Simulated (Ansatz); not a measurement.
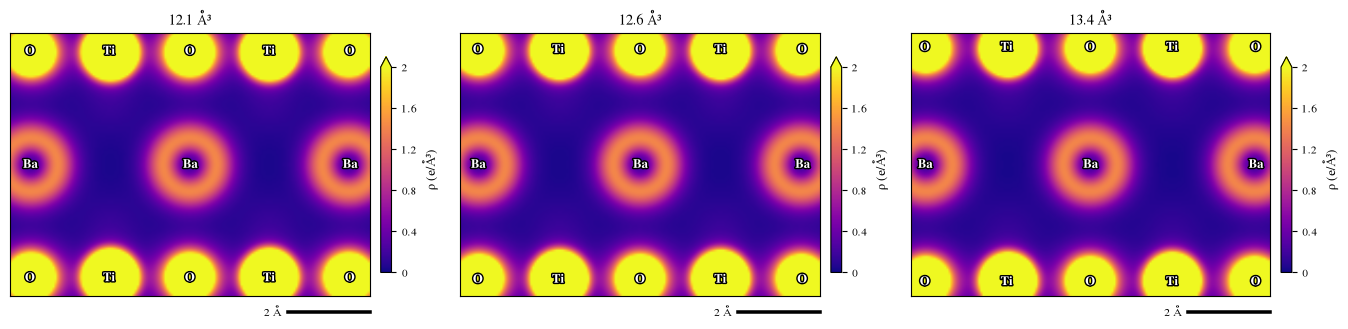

BaTiO$_{3}$. The valence electron density of cells scaled evenly to different volumes (given per atom above each panel), on the (101) plane of each (indices in the axes of the cell below), at one length scale and on one colour scale.

Computed without spin polarisation.

The calculation used DFT, PBEsol, PAW with Ansatz's default frozen-core files, scalar-relativistic in Ansatz.

In a PAW calculation such maps are meaningful between the atoms, not at the nuclei.

The largest cell:

```cif
data_structure
_symmetry_space_group_name_H-M 'P 1'
_symmetry_Int_Tables_number 1
_cell_length_a 4.0524
_cell_length_b 4.0524
_cell_length_c 4.0709
_cell_angle_alpha 90.000
_cell_angle_beta 90.000
_cell_angle_gamma 90.000
_cell_volume 66.85
loop_
_atom_site_label
_atom_site_type_symbol
_atom_site_fract_x
_atom_site_fract_y
_atom_site_fract_z
_atom_site_occupancy
Ba1 Ba 0.00000 0.00000 0.00000 1
Ti1 Ti 0.50000 0.50000 0.50000 1
O1 O 0.50000 0.50000 0.00000 1
O2 O 0.50000 0.00000 0.50000 1
O3 O 0.00000 0.50000 0.50000 1
```

| volume (Å³/atom) | Ti–O contact in the plane (Å) | ρ at its midpoint (e/Å³) | pressure (GPa) | gap on the mesh (eV) | 
| --- | --- | --- | --- | --- |
| 12.08 | 1.959 | 0.702 | 6.8 | 1.91 | 
| 12.60 | 1.986 | 0.658 | −1.2 | 1.86 | 
| 12.86 | 2.000 | ? | ? | ? | 
| 13.37 | 2.026 | 0.597 | −10.3 | 1.74 | 

What values belong in the row with question marks?

Over the known rows ln ρ falls by 2.42 per Å of Ti–O distance (a least-squares line), which gives 0.636 e/Å³ at 2.000 Å; the calculation gives 0.637 e/Å³. For the pressure, a straight line in volume between the neighbouring rows gives −4.3 GPa; the calculation gives −4.6, lower because pressure rises ever faster on compression. For the gap on the mesh, a straight line in volume between the neighbouring rows gives 1.82 eV; the calculation gives 1.82.
